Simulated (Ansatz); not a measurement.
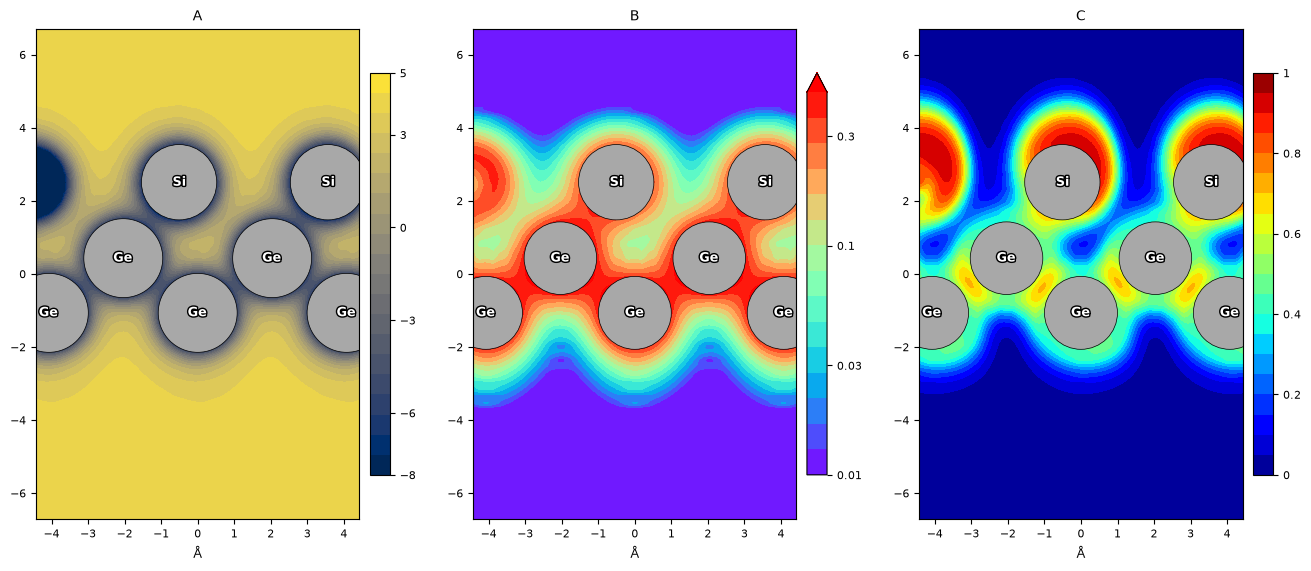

SiGe₄ (slab): 3 fields on the (010) plane of the calculation cell, a cut from vacuum to vacuum, with unlabelled colour scales. Grey discs cover the atomic cores.

Not relaxed (largest force 1.4 eV/Å); PAW files of the earlier set (soft_1).

The calculation used Ansatz, DFT PBE, scalar-relativistic, plane waves, PAW.

```
CELL_PARAMETERS angstrom
4.07405 0.00000 0.00000
0.00000 4.07405 0.00000
0.00000 0.00000 19.85576
ATOMIC_POSITIONS crystal
Ge 0.00000 0.50000 0.20145
Ge 0.00000 0.00000 0.27400
Ge 0.50000 0.00000 0.34937
Ge 0.50000 0.50000 0.42082
Si 0.87500 0.00000 0.45402
```

**Which field does each panel show? The fields are: electron localisation function, electrostatic potential energy of an electron and valence pseudo-density.**

Panel A: electrostatic potential energy of an electron (low next to the atoms, rising into the space between them). Panel B: valence pseudo-density. Panel C: electron localisation function. From the grid: Si–Ge (2.58 Å): the density is about 0.36 e/Å³ at the midpoint; the ELF peaks at about 0.70 in the valence shell of Si, 1.0 Å from its nucleus, and is about 0.60 at the midpoint. Ge–Ge (2.53 Å): ρ is about 0.42 e/Å³ halfway; the ELF peaks at about 0.70 between the atoms.
